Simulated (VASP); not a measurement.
# SnO: a changed input and its effect

System: SnO (R3m, 2 atoms in the cell).
Method of the first run: DFT, r2SCAN, plane waves, PAW (VASP 6.6.1).

The structure was built on a prototype by a generator. The geometry comes from this level: r2SCAN (a point of a series of strains). 

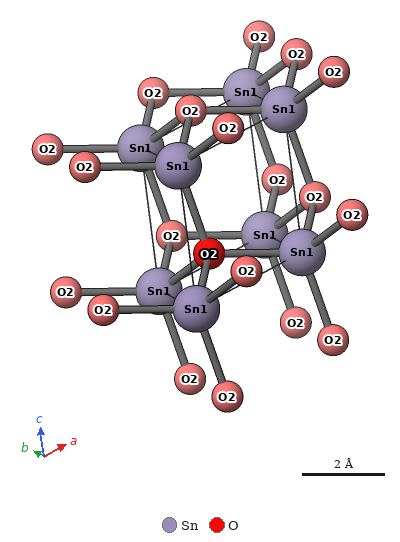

**Figure 1.** The structure (ball-and-stick view of the cell of the calculation, seen slightly off an axis; neighbours outside the cell are drawn fainter; atoms are numbered from 1 in the order of the input).

**INCAR, the first run**
```
ENCUT = 520.000000
SIGMA = 0.020000
EDIFF = 1.00e-07
ALGO = Normal
METAGGA = R2SCAN
PREC = Accurate
IBRION = -1
ISIF = 2
ISMEAR = -1
NBANDS = 17
NELM = 120
NSW = 0
LASPH = .TRUE.
LCHARG = .FALSE.
LWAVE = .FALSE.
LREAL = .FALSE.
```

**KPOINTS, the first run**
```
KPOINTS created by Atomic Simulation Environment
0
Gamma
8 8 8
0 0 0
```

**KPOINTS_OPT, the first run**
```
special points
7
Reciprocal
0.0000000000 0.0000000000 0.0000000000 1
-0.5000000000 -0.5000000000 0.0000000000 1
-0.3750000000 -0.3750000000 0.2500000000 1
-0.3750000000 0.0000000000 0.3750000000 1
0.0000000000 0.0000000000 0.5000000000 1
-0.5000000000 -0.2500000000 0.2500000000 1
-0.5000000000 -0.4000000000 0.1000000000 1
```

**POSCAR, the first run**
```
Sn O
 1.0000000000000000
    -0.0278043378000000    2.6804103799000001    2.6804103799000001
     2.6804103799000001   -0.0278043378000000    2.6804103799000001
     2.6804103799000001    2.6804103799000001   -0.0278043378000000
 Sn  O
   1   1
Cartesian
 -0.0124362360378625 -0.0124362360378626 -0.0124362360378626
  1.3456903415378623  1.3456903415378623  1.3456903415378620
```

Launched with:
```bash
mpirun -np 1 vasp_std
```

Hardware: 1 CPU thread, shared host.

**OSZICAR and lines of OUTCAR (the first run)**
```
N       E                     dE             d eps       ncg     rms          rms(c)
DAV:   1     0.131722338791E+03    0.13172E+03   -0.10448E+04  2259   0.169E+03
DAV:   2    -0.229169696945E+02   -0.15464E+03   -0.14741E+03  2442   0.394E+02
DAV:   3    -0.385947368738E+02   -0.15678E+02   -0.15591E+02  2602   0.114E+02
DAV:   4    -0.389507851849E+02   -0.35605E+00   -0.35586E+00  2659   0.182E+01
DAV:   5    -0.389613560280E+02   -0.10571E-01   -0.10570E-01  3024   0.300E+00    0.800E+00
DAV:   6    -0.321240528422E+02    0.68373E+01   -0.83932E+00  3355   0.425E+01    0.346E+00
DAV:   7    -0.322154602913E+02   -0.91407E-01   -0.88321E-01  2327   0.654E+00    0.148E+00
[...]
       N       E                     dE             ncg
DAV:   1     0.225936638401E+04   -0.46479E+04      239
DAV:   2     0.123336890115E+04   -0.10260E+04      246
DAV:   3     0.112746675990E+04   -0.10590E+03      286
DAV:   4     0.112499139404E+04   -0.24754E+01      267
DAV:   5     0.112492159326E+04   -0.69801E-01      342
DAV:   6     0.112491866875E+04   -0.29245E-02      314
DAV:   7     0.112491862815E+04   -0.40597E-04      345
DAV:   8     0.112491862772E+04   -0.43405E-06      288
DAV:   9     0.112491862771E+04   -0.37587E-08      255
[... from OUTCAR:]
   NELECT =      20.0000    total number of electrons
 E-fermi :   6.3342
  free  energy   TOTEN  =       -32.1995808843 eV
  energy  without entropy=      -32.1992229382  energy(sigma->0) =      -32.19940191
```

The input of the second run differs as follows (lines with − go, lines with + come):
```diff
-ALGO = Normal
-METAGGA = R2SCAN
+GGA = PE
```

How does the second run compare with the first run?

The total energies belong to different methods, so their difference says nothing on which is more stable or more accurate. The pressure goes from 1.19 to 3.28 GPa. The functional changes from R2SCAN to PBE. The SCF takes 16 iterations against 15.

**OSZICAR and lines of OUTCAR (the second run)**
```
N       E                     dE             d eps       ncg     rms          rms(c)
DAV:   1     0.154449797477E+03    0.15445E+03   -0.10257E+04  2259   0.166E+03
DAV:   2     0.304111572517E+01   -0.15141E+03   -0.14423E+03  2450   0.386E+02
DAV:   3    -0.122431299694E+02   -0.15284E+02   -0.15204E+02  2611   0.111E+02
DAV:   4    -0.125846506733E+02   -0.34152E+00   -0.34134E+00  2659   0.177E+01
DAV:   5    -0.125940183102E+02   -0.93676E-02   -0.93670E-02  2927   0.284E+00    0.869E+00
DAV:   6    -0.107328764993E+02    0.18611E+01   -0.13768E+01  3312   0.420E+01    0.523E+00
DAV:   7    -0.104626282618E+02    0.27025E+00   -0.24372E+00  2716   0.868E+00    0.138E+00
[...]
       N       E                     dE             ncg
DAV:   1     0.231401886225E+04   -0.45932E+04      239
DAV:   2     0.132128559406E+04   -0.99273E+03      246
DAV:   3     0.121801908090E+04   -0.10327E+03      278
DAV:   4     0.121550087945E+04   -0.25182E+01      275
DAV:   5     0.121543735220E+04   -0.63527E-01      335
DAV:   6     0.121543504520E+04   -0.23070E-02      307
DAV:   7     0.121543492227E+04   -0.12294E-03      345
DAV:   8     0.121543492180E+04   -0.46253E-06      257
DAV:   9     0.121543492180E+04   -0.60120E-08      247
[... from OUTCAR:]
   NELECT =      20.0000    total number of electrons
 E-fermi :   6.3632
  free  energy   TOTEN  =       -10.4366263439 eV
  energy  without entropy=      -10.4361084317  energy(sigma->0) =      -10.43636739
```

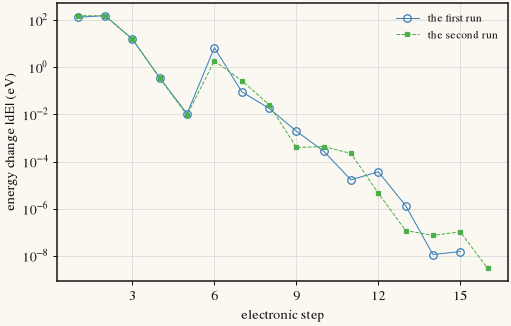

**Figure 2.** Convergence of the two runs: energy change |dE| against the electronic step. The first run takes 15 steps in all, and the second run takes 16.

**The two runs side by side**

| quantity | the first run | the second run |
| --- | --- | --- |
| outcome | converged | converged |
| free energy per atom (eV) | −16.0998 | −5.2183 |
| gap on the mesh (eV) | 0.00 | 0.00 |
| pressure (GPa) | 1.19 | 3.28 |
| largest force (eV/Å) | 0.002 | 0.000 |
| SCF iterations | 15 | 16 |
| irreducible k-points | 65 | 65 |
